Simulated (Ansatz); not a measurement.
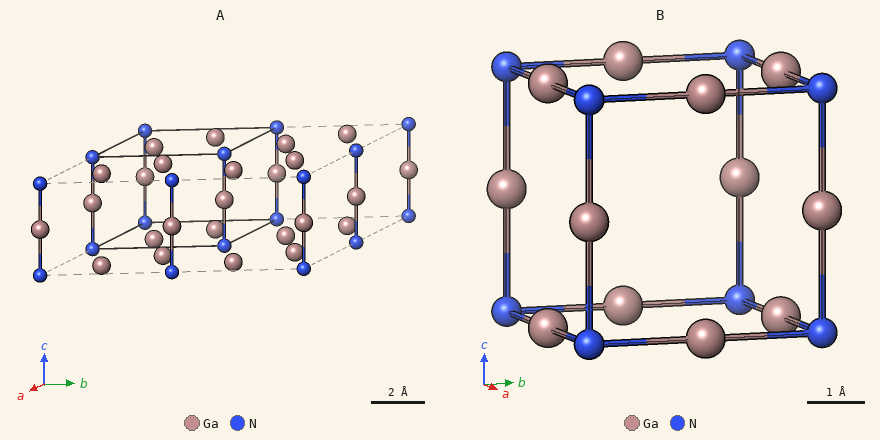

Two structures of Ga3N, each relaxed to rest (conventional cells in solid outline, small ones repeated, not to one scale). Method: Ansatz 0.2.0, DFT PBE, scalar-relativistic, plane waves, PAW, without spin polarisation.

> Give the type and space group of each.

A: 4 atoms a cell on a primitive hexagonal lattice, P6/mmm. B: ReO₃ type, Pm-3m.

> What is the energy order of the two?

A is lower, by 171 meV/atom at this level of theory (energies at zero smearing). Volumes: A 19.9, B 20.9 Å³/atom.

One or both may be structure types tried for this composition rather than known phases.
